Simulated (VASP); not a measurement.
The compound is TiO₂ (space group I4_1/amd, No. 141), taken as an entry of the Crystallography Open Database, as set up for an electronic-structure calculation.

Space group I4_1/amd:1 (No. 141). a = 3.784 Å, b = 3.784 Å, c = 9.515 Å, α = 90.00°, β = 90.00°, γ = 90.00°
```json
{"atom": "Ti", "site": "4a", "symmetry": "-4m2", "x": "0.0000", "y": "0.5000", "z": "0.2500"}
{"atom": "O", "site": "8e", "symmetry": "2mm.", "x": "0.5000", "y": "0.5000", "z": "0.2919"}
```

Bonds are taken as O–Ti below 2.2 Å; no other contact counts. Atoms with one bond or none are removed and atoms with two bonds are replaced by edges, until no such atom is left.

What net does this leave?

The result is a binodal (3,6)-connected, three-periodic net: O is a 3-connected node; Ti is a 6-connected node, in the ratio 2:1. It is the ant net, known from anatase. It is a single net, without interpenetration.

```json
{"node": "O", "links": "3", "point symbol": "4²·6", "coordination sequence": "3 13 16 54"}
{"node": "Ti", "links": "6", "point symbol": "4⁴·6²·8⁸·10", "coordination sequence": "6 8 32 28"}
```

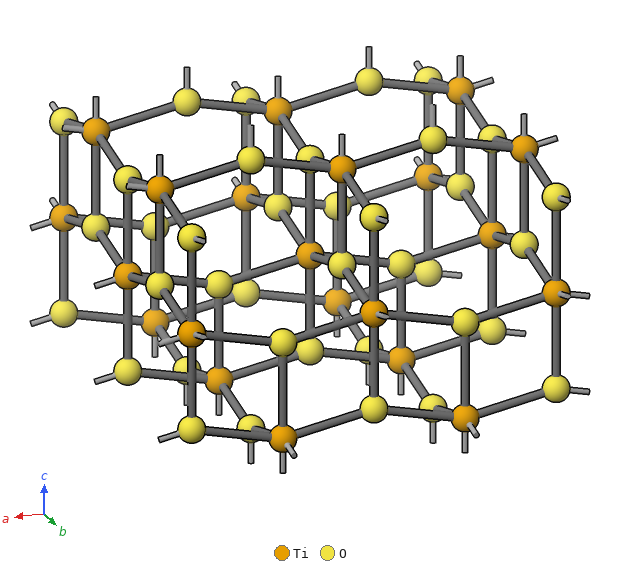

Nodes are coloured by topological kind. Short stubs are edges that leave the cut-out.
